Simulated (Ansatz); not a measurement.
# ZnS: what the fields show

Input file:

```
crystal:
  lattice:
    - [6.6023884581, 0.0, 0.0]
    - [0.0, 6.6023884581, 0.0]
    - [0.0, 0.0, 3.6429474745]
  atoms:
    - { symbol: Zn, position: [0.6689904554, 0.6689904554, 0.5] }
    - { symbol: Zn, position: [0.1689904554, 0.8310095446, 0.25] }
    - { symbol: Zn, position: [0.3310095446, 0.3310095446, 0.0] }
    - { symbol: Zn, position: [0.8310095446, 0.1689904554, 0.75] }
    - { symbol: S, position: [0.8309427211, 0.8309427211, 0.0] }
    - { symbol: S, position: [0.3309427211, 0.6690572789, 0.75] }
    - { symbol: S, position: [0.1690572789, 0.1690572789, 0.5] }
    - { symbol: S, position: [0.6690572789, 0.3309427211, 0.25] }
basis:
  ecutwfc: 420
kpoints:
  mp_grid: { grid: [4, 4, 8] }
hamiltonian:
  xc: pbe
scf:
  occupations: { method: gaussian, width: 0.02 }
output:
  forces: true
  stress: true
  eigenvalues: true
  write_density: true
  write_potential: true
  elf: true
  volumetric_format: npy
relax:
  adjacent_minimum: "off"
  f_tol: 0.01
  max_steps: 80
  cell: { stress_tol: 0.05 }
```

Run with:

```sh
ansatz run input.yaml --threads 1 --pin off --max-ram 2560MiB --backend cpu --events-out ev --progress --plain --runs-dir out
```

Below, planes, directions and counts refer to the conventional cell (a = 6.61 Å, b = 6.61 Å, c = 3.65 Å, α = 90.00°, β = 90.00°, γ = 90.00°).

The fields are those of the relaxed geometry.

Space group P4₁2₁2; a structure generated by program, which may or may not match a known phase.

Computed with DFT PBE, scalar-relativistic, plane waves, PAW (Ansatz).

Core electrons are frozen (PAW), and the valence fields are smoothed inside the atomic spheres.

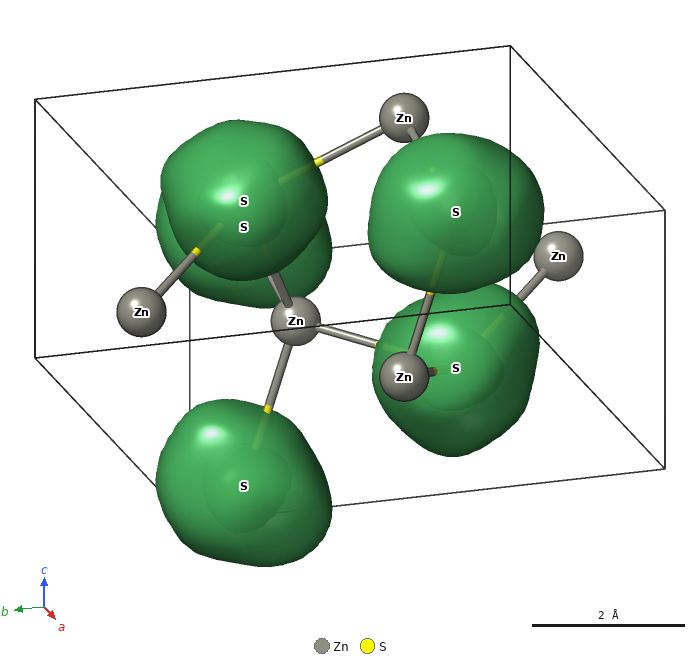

Figure 1. Isosurface of the electron localisation function at 0.75 (green), seen at an oblique angle. Core shells and regions of very low density are left out. Sticks mark near contacts.

**Identify the bonds, lone pairs and shells in this picture.**

The surface consists of four regions wrapped around S (the valence shell of each), counted in one cell of 8 atoms. Any copies at cell faces, edges or corners count once. Along the contacts the grid gives the following. Zn–S (2.37 Å): the ELF peaks at about 0.90 in the valence shell of S, 0.8 Å from its nucleus, and is about 0.55 at the midpoint. Zn–S (2.41 Å): the ELF peaks at about 0.90 in the valence shell of S, 0.8 Å from its nucleus, and is about 0.55 at the midpoint.

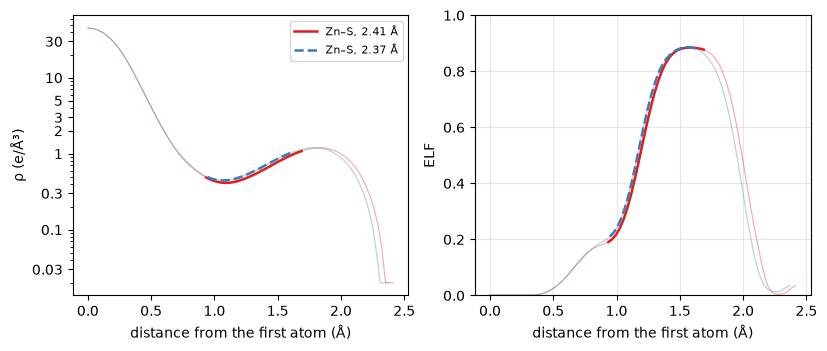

Figure 2. Valence charge density (pseudo) and electron localisation function along straight lines between neighbouring atoms. Thin, pale parts lie inside the atomic spheres.

**What can be read from the curves?**

Zn–S (2.41 Å): the density is about 0.45 e/Å³ at the midpoint; the ELF peaks at about 0.90 in the valence shell of S, 0.8 Å from its nucleus, and is about 0.55 at the midpoint.
Zn–S (2.37 Å): ρ is about 0.48 e/Å³ halfway; the ELF peaks at about 0.90 in the valence shell of S, 0.8 Å from its nucleus, and is about 0.55 at the midpoint.

**Metal or insulator at this level of theory?**

It is gapped, with a Kohn–Sham gap of 1.6 eV on the k-point mesh, an upper bound to the gap of this method.
